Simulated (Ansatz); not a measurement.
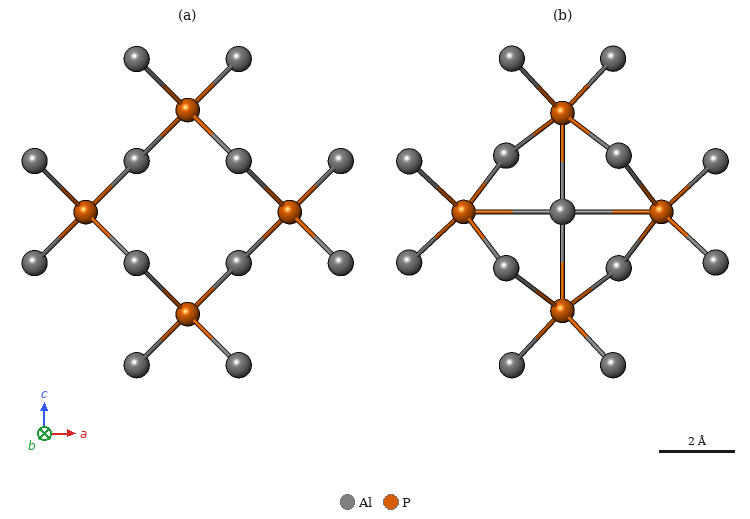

Left: perfect AlP. Right: the same region with one point defect, after relaxing the atoms in a supercell of 32 sites. Style: ball-and-stick. Shown: the atoms within 4.6 Å of one point, in a slice 3.4 Å thick across the line of sight, along the b axis.

Computed with DFT PBE, scalar-relativistic, plane waves, PAW in Ansatz 0.2.0. Settings: plane-wave cutoff 420 eV; k-point mesh 2 × 2 × 2; occupations gaussian; smearing width 0.01 eV; mesh shifted by (0.5, 0.5, 0.5); no spin polarisation. The cell is small and the k-mesh coarse, so the numbers are rough. A uniform background neutralises the charged cell. The axes drawn are those of the host's conventional cell.

Question: What kind of defect was made?

Answer: An extra aluminium atom is put between the host's atoms (an interstitial).

The charge state of the cell is +3.

Question: What does the relaxation do around it?

Answer: The Al atom starts with 4 Al at 2.38 Å, 6 P at 2.75 Å around its place and ends with 4 Al at 2.63 Å, 6 P at 2.67 Å. Of the host's atoms, an aluminium atom moves furthest from its site, by 0.25 Å.
